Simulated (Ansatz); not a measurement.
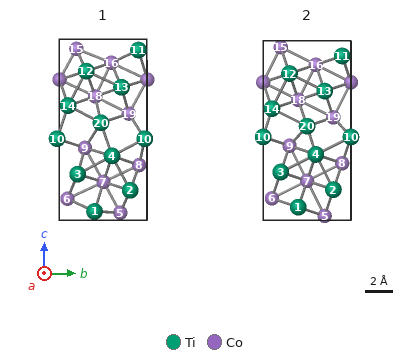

Two geometries of an interface cell of composition TiCo, drawn at one scale. One is the start of a relaxation, the other its converged end. The picture is a ball-and-stick view of the cell of the calculation, seen along the a axis.

Level of theory: Ansatz 0.2.0, DFT PBE, scalar-relativistic, plane waves, PAW. (plane-wave cutoff 420 eV; k-point mesh 12 × 6 × 3; occupations gaussian; smearing width 0.1 eV; collinear spin; cell relaxed at fixed a, b, alpha, beta, gamma; force threshold 0.02 eV/Å; at most 60 steps)

Question: Which one is relaxed?

Answer: Structure 1 is the relaxed one. Case: symmetric tilt boundary Sigma 5 (2 1 0), mirror between planes, shift [0, 0.5]. The largest moves relative to the cell, 0.34 Å, are those of Ti atoms. Largest moves by element: Ti 0.34 Å, Co 0.25 Å. Cell: a unchanged at 2.986 Å, b unchanged at 6.676 Å, c 13.652 → 13.779 Å (+0.9 %). Volume +0.9 %. Among the contacts that change: Ti–Ti 2.254 → 2.658 Å, Ti–Ti 3.551 → 3.168 Å, Co–Co 2.986 → 2.665 Å, Co–Co 2.254 → 2.473 Å. After 5 accepted moves (6 points after the start) the energy has fallen by 2.016 eV per cell of the calculation. Largest force component: 2.2 eV/Å at the start, 0.015 eV/Å at the end. The pressure goes from −0.51 to −3.12 GPa. The SCF was repeated once at an unchanged geometry on a basis and grid sized afresh for the cell, which shifted the energy by 1.3 meV per cell of the calculation at most. Cost: 34 min on 4 threads of Intel(R) Xeon(R) 6975P-C (Granite Rapids), with other jobs on the host, peak memory 4.3 GiB.
